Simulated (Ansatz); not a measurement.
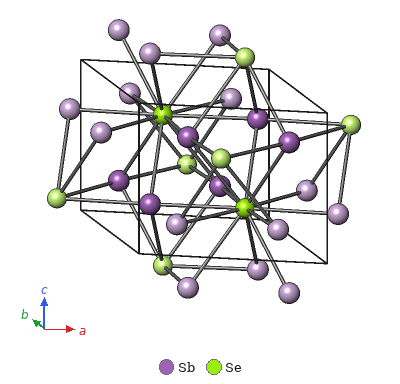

Shown here is a ball-and-stick view of the crystal, taken slightly off an axis. One conventional unit cell is framed, with atoms on its boundary repeated. The bonded neighbours beyond the faces are included, in fainter colours. Cell: a = 6.74 Å, b = 6.74 Å, c = 5.43 Å, α = 90.00°, β = 90.00°, γ = 120.00°.

Its origin is a structure type filled with these elements by a generator (whether the compound takes this form wasn't checked). Earlier steps of the study may have refined or changed the cell and positions. It was run through Ansatz as a DFT input.

Q: Describe the arrangement of the atoms.

A: The stoichiometry is Sb3Se. The structure has P6_3/mmc (No. 194) symmetry and a primitive hexagonal lattice. The cell has 8 atoms, namely 6 Sb, 2 Se. The Se atoms are each bonded to twelve Sb in an anticuboctahedral arrangement at about 3.4 Å. The bonds build a three-dimensional framework.

Calculation details: Ansatz 0.2.0, DFT PBE, scalar-relativistic, plane waves, PAW; plane waves up to 420 eV, k-points on a 6×6×8 grid, Gaussian smearing of 0.1 eV, no spin polarisation.

Q: What is the electronic character?

A: A metal: bands cross the Fermi level.

Q: What charge does Bader's analysis assign to each element?

A: Sb +0.21 e; Se -0.62 e.

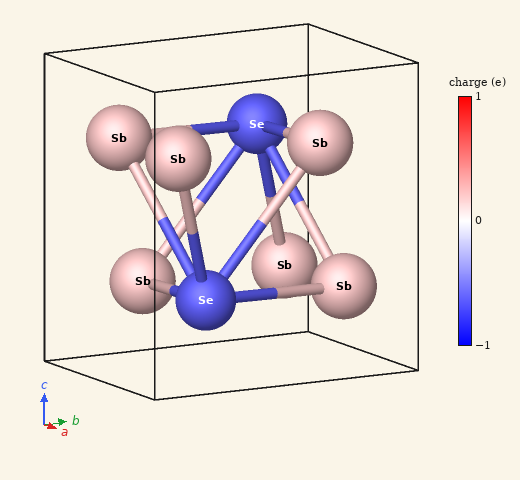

The atoms coloured by those charges. The run's cell of 8 atoms is drawn.

Q: Does the calculation find this structure at rest?

A: Yes. All forces vanish to within 0.01 eV/Å. The pressure is 0.0 GPa, close to zero.
